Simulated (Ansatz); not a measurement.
## Se: a changed input and its effect

System: Se (R-3, 6 atoms in the cell).
Method of the first run: DFT PBE, scalar-relativistic, plane waves, PAW, no spin polarisation (Ansatz 0.2.0).

The structure derives from an entry of the Crystallography Open Database. Text and figures count atoms from 1; the logs count them from 0 in places.

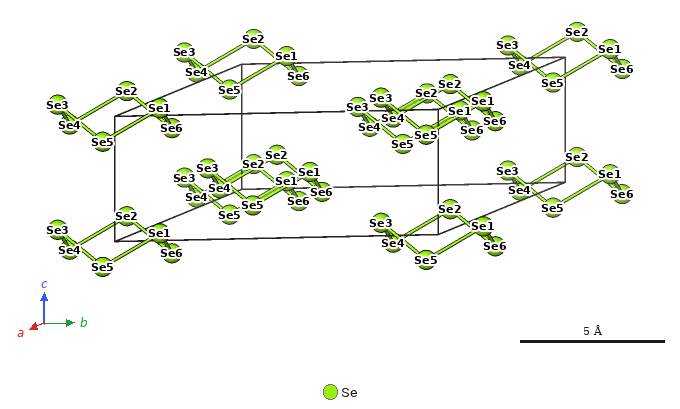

The structure as given in the input (ball-and-stick view of the cell 3 times as large as that of the calculation, set on its symmetry axes, seen slightly off an axis; atoms are numbered from 1 in the order of the input). An atom can appear more than once, as a periodic image. Near neighbours in the periodic cell (some may lie outside the picture): Se has 2 Se at 2.36 Å.

### Input, the first run
```yaml
crystal:
  lattice:
    - [0.0, 1.0e-10, 4.4289999999]
    - [-5.681, -3.2799268793, -1.4763333333]
    - [5.681, -3.2799268793, -1.4763333333]
  atoms:
    - { symbol: Se, position: [0.91818, 0.63752, 0.75567] }
    - { symbol: Se, position: [0.16251, 0.24433, 0.88185] }
    - { symbol: Se, position: [0.28066, 0.11815, 0.36248] }
    - { symbol: Se, position: [0.08182, 0.36248, 0.24433] }
    - { symbol: Se, position: [0.83749, 0.75567, 0.11815] }
    - { symbol: Se, position: [0.71934, 0.88185, 0.63752] }
basis:
  ecutwfc: 420
  fft_grid_basis: typed
kpoints:
  mp_grid: { grid: [6, 6, 6] }
hamiltonian:
  xc: pbe
  pseudopotentials: { kind: paw }
scf:
  occupations: { method: gaussian, width: 0.05 }
output:
  forces: true
  stress: true
  eigenvalues: true
  bader: true
  write_density: true
  volumetric_format: npy
  elf: true
```

Command:
```bash
ansatz run input.yaml --threads 2 --pin off --max-ram 4096MiB --backend cpu --events-out ev --progress --plain --runs-dir out
```

Hardware: 2 threads of Arm Neoverse N1, 98 GiB of memory available, shared host.

### Output, shortened to warnings, some set-up lines, iterations and results (the first run)
```
Basis set: ecut = 420 eV, 3197 PW (Γ), exchange–correlation on 60×90×90 points (8 copies of the dense FFT grid, shifted against one another)
Symmetry: 6 space group operations
k-points: 40 of 216
Initial density: superposition of atomic densities (neutral atoms: chi_scale 0, normalization atom), corrected by the library's trained network
[...]
SCF iter   1: F=—  HF=-32814.155240 eV  |F-HF|=—  |Δ(HF+E_count)|=         —  Δρ=1.99e-3  dr2=4.69e-3  ethr=1.77e-3  ⟨swp⟩=6.5  Hψ=8670  notcnv=0  defer=3
SCF iter   2: F=—  HF=-32814.155642 eV  |F-HF|=—  |Δ(HF+E_count)|=   4.02e-4  Δρ=1.07e-3  dr2=1.14e-3  ethr=4.88e-6  ⟨swp⟩=2.0  Hψ=4460  notcnv=0  defer=39
SCF iter   3: F=—  HF=-32814.156506 eV  |F-HF|=—  |Δ(HF+E_count)|=   8.64e-4  Δρ=2.39e-4  dr2=6.96e-5  ethr=1.18e-6  ⟨swp⟩=2.9  Hψ=4079  notcnv=0  defer=39
SCF iter   4: F=—  HF=-32814.156552 eV  |F-HF|=—  |Δ(HF+E_count)|=   4.65e-5  Δρ=8.88e-5  dr2=1.49e-5  ethr=7.25e-8  ⟨swp⟩=2.0  Hψ=4080  notcnv=0  defer=39
SCF iter   5: F=—  HF=-32814.156576 eV  |F-HF|=—  |Δ(HF+E_count)|=   2.31e-5  Δρ=2.69e-5  dr2=1.92e-6  ethr=1.55e-8  ⟨swp⟩=2.0  Hψ=2880  notcnv=0  defer=39
SCF iter   6: F=—  HF=-32814.156578 eV  |F-HF|=—  |Δ(HF+E_count)|=   2.81e-6  Δρ=6.90e-6  dr2=1.04e-7  ethr=2.00e-9  ⟨swp⟩=2.0  Hψ=2880  notcnv=0  defer=39
SCF iter   7: F=-32814.156579 eV  HF=-32814.156579 eV  |F-HF|=1.02e-8  |Δ(HF+E_count)|=   1.59e-7  Δρ=1.52e-6  dr2=4.84e-9  ethr=1.04e-10  ⟨swp⟩=8.6  Hψ=10075  notcnv=0
SCF 1 converged in 7 iterations: F = -32814.156579 eV  dr2 = 4.84e-9
SCF converged after 7 iterations
Free energy (F): -32814.156579 eV
Harris-Foulkes:  -32814.156579 eV  (|F-HF|=1.02e-8)
Internal energy: -32814.156579 eV  (E = F + TS)
E sigma→0 (E₀):  -32814.156579 eV
Fermi energy:    7.137897 eV
--- Per-component energies (eV) ---
  E_band       = -2468.582738
  E_kinetic    = 705.262453
  E_local      = -15719.151994  (includes V_loc(G=0)·N_el)
  E_nonlocal   = -3566.732241
  E_hartree    = 7695.707332
  E_xc         = -622.263877
  E_vxc        = -584.858183  (∫ρ·V_xc dr)
  E_paw        = -11471.928398  (= ΣΔE_a)
  E_vpaw       = 1305.484556  (= ΣTr[D̂ρ^β])
  E_aug_tail   = -0.003589  (compensation charges beyond the density's cutoff)
  E_ewald      = -9835.046265
  E_smearing   = -0.000000  (= −TS)
  E_closure    = -0.000000  (closes the sum)
  Σ components = -32814.156579   (vs F -32814.156579, Δ=0.00e0)
--- Forces (eV/Å), atoms counted from 1 ---
  atom   1  Se     0.16632468     0.33498117     0.28320917
  atom   2  Se    -0.37326454    -0.02344919     0.28320917
  atom   3  Se     0.20693986    -0.31153198     0.28320917
  atom   4  Se    -0.16632468    -0.33498117    -0.28320917
  atom   5  Se     0.37326454     0.02344919    -0.28320917
  atom   6  Se    -0.20693986     0.31153198    -0.28320917
  max |Σ_I F_I| component: 1.11e-16 eV/Å
--- Stress (GPa, compression-positive) ---
        2.813533       0.000000      -0.000000
       -0.000000       2.813533      -0.000000
       -0.000000      -0.000000       2.438845
  P = ⅓ Tr σ = 2.6886 GPa (26.886 kbar)
--- Bader charges: 6 sites ---
  site symbol  charge [e]  shift [e]
     0     Se      0.0000     0.0000
     1     Se      0.0000     0.0000
     2     Se      0.0000     0.0000
     3     Se      0.0000     0.0000
     4     Se      0.0000     0.0000
     5     Se      0.0000     0.0000
  estimated error of the sums over rays = 1.8e-4 e
```

The input of the second run differs as follows (lines with − go, lines with + come):
```diff
-  xc: pbe
+  xc: lda
-  elf: true
```

How does the second run compare with the first run?

The total energies belong to different methods, so their difference says nothing on which is more stable or more accurate. The gap on the mesh goes from 1.20 to 1.07 eV. The pressure goes from 2.69 to −1.35 GPa. The largest force goes from 0.469 to 0.266 eV/Å. The functional changes from PBE to LDA. Along LDA, PBEsol, PBE and RPBE the binding weakens and the preferred volume grows, so the same cell is under more pressure with the later ones. The number of SCF iterations is the same.

### Output, shortened to warnings, some set-up lines, iterations and results (the second run)
```
Basis set: ecut = 420 eV, 3197 PW (Γ)
Symmetry: 6 space group operations
k-points: 40 of 216
Initial density: superposition of atomic densities (neutral atoms: chi_scale 0, normalization atom), corrected by the library's trained network
[...]
SCF iter   1: F=—  HF=-32298.976505 eV  |F-HF|=—  |Δ(HF+E_count)|=         —  Δρ=4.86e-3  dr2=1.80e-2  ethr=1.77e-3  ⟨swp⟩=6.4  Hψ=9408  notcnv=0  defer=9
SCF iter   2: F=—  HF=-32298.973096 eV  |F-HF|=—  |Δ(HF+E_count)|=   3.41e-3  Δρ=2.67e-3  dr2=5.69e-3  ethr=1.88e-5  ⟨swp⟩=1.0  Hψ=2680  notcnv=0  defer=30
SCF iter   3: F=—  HF=-32298.972705 eV  |F-HF|=—  |Δ(HF+E_count)|=   3.91e-4  Δρ=3.09e-4  dr2=2.17e-4  ethr=5.92e-6  ⟨swp⟩=2.2  Hψ=2516  notcnv=0
SCF iter   4: F=—  HF=-32298.972710 eV  |F-HF|=—  |Δ(HF+E_count)|=   5.11e-6  Δρ=1.08e-4  dr2=2.68e-5  ethr=2.26e-7  ⟨swp⟩=2.0  Hψ=4080  notcnv=0
SCF iter   5: F=—  HF=-32298.972715 eV  |F-HF|=—  |Δ(HF+E_count)|=   4.47e-6  Δρ=2.56e-5  dr2=1.84e-6  ethr=2.79e-8  ⟨swp⟩=2.0  Hψ=4080  notcnv=0
SCF iter   6: F=—  HF=-32298.972714 eV  |F-HF|=—  |Δ(HF+E_count)|=   7.34e-8  Δρ=8.18e-6  dr2=1.41e-7  ethr=1.92e-9  ⟨swp⟩=2.0  Hψ=4080  notcnv=0
SCF iter   7: F=-32298.972714 eV  HF=-32298.972714 eV  |F-HF|=3.73e-9  |Δ(HF+E_count)|=   6.01e-8  Δρ=1.76e-6  dr2=7.99e-9  ethr=1.04e-10  ⟨swp⟩=7.8  Hψ=8588  notcnv=0
SCF 1 converged in 7 iterations: F = -32298.972714 eV  dr2 = 7.99e-9
SCF converged after 7 iterations
Free energy (F): -32298.972714 eV
Harris-Foulkes:  -32298.972714 eV  (|F-HF|=3.73e-9)
Internal energy: -32298.972714 eV  (E = F + TS)
E sigma→0 (E₀):  -32298.972714 eV
Fermi energy:    6.797263 eV
--- Per-component energies (eV) ---
  E_band       = -2507.758839
  E_kinetic    = 707.257164
  E_local      = -15773.035156  (includes V_loc(G=0)·N_el)
  E_nonlocal   = -3526.985643
  E_hartree    = 7699.392679
  E_xc         = -617.665937
  E_vxc        = -585.790698  (∫ρ·V_xc dr)
  E_paw        = -10966.190056  (= ΣΔE_a)
  E_vpaw       = 1272.012212  (= ΣTr[D̂ρ^β])
  E_aug_tail   = -0.003673  (compensation charges beyond the density's cutoff)
  E_ewald      = -9835.046265
  E_core_change = 13.304174  (= ΣΔE_core)
  E_smearing   = -0.000000  (= −TS)
  E_closure    = -0.000000  (closes the sum)
  Σ components = -32298.972714   (vs F -32298.972714, Δ=0.00e0)
--- Forces (eV/Å), atoms counted from 1 ---
  atom   1  Se     0.12998366     0.21179279     0.09368291
  atom   2  Se    -0.24840977     0.00667276     0.09368291
  atom   3  Se     0.11842610    -0.21846555     0.09368291
  atom   4  Se    -0.12998366    -0.21179279    -0.09368291
  atom   5  Se     0.24840977    -0.00667276    -0.09368291
  atom   6  Se    -0.11842610     0.21846555    -0.09368291
  max |Σ_I F_I| component: 2.78e-17 eV/Å
--- Stress (GPa, compression-positive) ---
       -1.540565       0.000000       0.000000
       -0.000000      -1.540565       0.000000
        0.000000       0.000000      -0.960272
  P = ⅓ Tr σ = -1.3471 GPa (-13.471 kbar)
--- Bader charges: 6 sites ---
  site symbol  charge [e]  shift [e]
     0     Se      0.0000     0.0000
     1     Se      0.0000     0.0000
     2     Se      0.0000     0.0000
     3     Se      0.0000     0.0000
     4     Se      0.0000     0.0000
     5     Se      0.0000     0.0000
  estimated error of the sums over rays = 1.8e-4 e
```

### The two runs side by side

```csv
quantity,the first run,the second run
outcome,converged,converged
free energy per atom (eV),−5469.0261,−5383.1621
gap on the mesh (eV),1.20,1.07
pressure (GPa),2.69,−1.35
largest force (eV/Å),0.469,0.266
SCF iterations,7,7
irreducible k-points,40,40
plane waves at Γ,3197,3197
wall time (shared host),85 s,79 s
```
